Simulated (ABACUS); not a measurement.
**A series of single points on CoO**

System: CoO (2 atoms in the cell).
Method: Kohn-Sham DFT of a periodic cell, PBE, PseudoDojo NC SR 0.4.1 PBE standard, spin-polarised (ABACUS 3.10.1).

The 7 runs differ only in the geometry, by an even scaling of the cell at fixed fractional positions. The structure derives from an entry of the Crystallography Open Database.

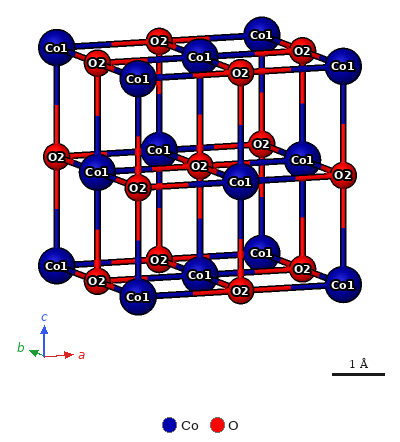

Figure 1. The structure of run 4 (ball-and-stick view of the cell 4 times as large as that of the calculation, set on its symmetry axes, seen slightly off an axis; atoms are numbered from 1 in the order of the input).

### Input of run 4
```
INPUT_PARAMETERS
suffix              CoO
calculation         scf
basis_type          lcao
pseudo_dir          ./
orbital_dir         ./
symmetry            1
dft_functional      pbe
ecutwfc             100
pseudo_rcut         10
nspin               2
nbands              17
ks_solver           genelpa
smearing_method     fd
smearing_sigma      0.00367493
scf_thr             1e-07
scf_nmax            100
mixing_type         broyden
mixing_beta         0.4
cal_force           1
cal_stress          1
out_mul             1
out_chg             1
out_pot             2
out_elf             1
```

### File STRU of run 4
```
ATOMIC_SPECIES
Co 58.9332 Co.upf
O 15.9990 O.upf

NUMERICAL_ORBITAL
Co_confined-atom_7au_3s2p2d1f.orb
O_confined-atom_6au_2s2p1d.orb

LATTICE_CONSTANT
1.8897261246

LATTICE_VECTORS
0.0000000000 2.1315000000 2.1315000000
2.1315000000 0.0000000000 2.1315000000
2.1315000000 2.1315000000 0.0000000000

ATOMIC_POSITIONS
Direct

Co
0.0
1
0.0000000000 0.0000000000 0.0000000000 1 1 1 mag 2

O
0.0
1
0.5000000000 0.5000000000 0.5000000000 1 1 1 mag 0
```

### File KPT of run 4
```
K_POINTS
0
Gamma
11 11 11 0 0 0
```

Command:
```bash
OMP_NUM_THREADS=1 mpirun -np 4 abacus > log
```

Run 5 differs from it as follows:
```diff
-out_chg             1
-out_pot             2
-out_elf             1
-0.0000000000 2.1315000000 2.1315000000
-2.1315000000 0.0000000000 2.1315000000
-2.1315000000 2.1315000000 0.0000000000
+0.0000000000 2.1456163054 2.1456163054
+2.1456163054 0.0000000000 2.1456163054
+2.1456163054 2.1456163054 0.0000000000
```

### Results, with one run withheld

| run | volume per atom (Å³) | free energy per atom, from the lowest run given (meV) | pressure (GPa) |
| --- | --- | --- | --- |
| 1 | 9.103 | 16.74 | 10.76 |
| 2 | 9.297 | 6.28 | 6.52 |
| 3 | 9.490 | 1.01 | 2.53 |
| 4 | 9.684 | 0.00 | −1.19 |
| 5 | 9.878 | ? | ? |
| 6 | 10.071 | 11.10 | −7.68 |
| 7 | 10.265 | 22.08 | −10.45 |

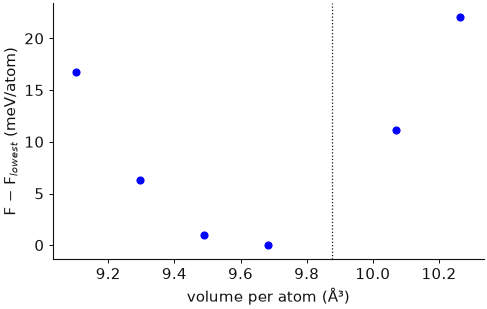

Figure 2. Free energy per atom of the runs given; the dotted line marks run 5.

Fit the runs given and predict run 5.

A cubic polynomial in V^(−2/3) (the Birch–Murnaghan form), fitted to the 6 runs given, misses them by at most 0.12 meV per atom. With x = V^(−2/3) − 0.22082 Å⁻², it reads F = −0.095295 − 123.91 x + 2.4942e+05 x² − 5.5878e+05 x³ (meV per atom). At run 5 it gives 3.62 meV per atom, and the run itself gives 3.66. The slope of the fit gives a pressure −dF/dV of −4.57 GPa there, and the run prints −4.59 GPa. The fit has its minimum at 9.621 Å³ per atom, where V d²F/dV² gives 180 GPa: the bulk modulus at this level, since symmetry fixes the shape and the positions.

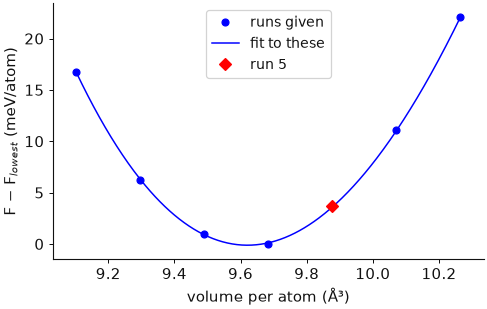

Figure 3. The fit and the withheld run.

### Some lines of the output (run 5)
```
[...]
 E_Fermi        1.0094952539         13.7348875570
 E_Fermi        1.0110411470         13.7559205117
 E_Fermi        1.0108084982         13.7527551627
 E_Fermi        1.0108661899         13.7535400987
 E_Fermi        1.0109077220         13.7541051708
 E_Fermi        1.0109073552         13.7541001809
 E_Fermi        1.0109076725         13.7541044983
 E_Fermi        1.0109083710         13.7541140009
 E_KS(sigma->0) -339.0574238255      -4613.1129132271
 E_Fermi        1.0109082575         13.7541124572
 final etot is -4613.1289482 eV
 EFERMI = 13.754112457 eV
 TOTAL-PRESSURE: -45.943474 KBAR
 !FINAL_ETOT_IS -4613.1289481848007199 eV
```

Notes: Points of doubt noted for this run: home made orbitals.
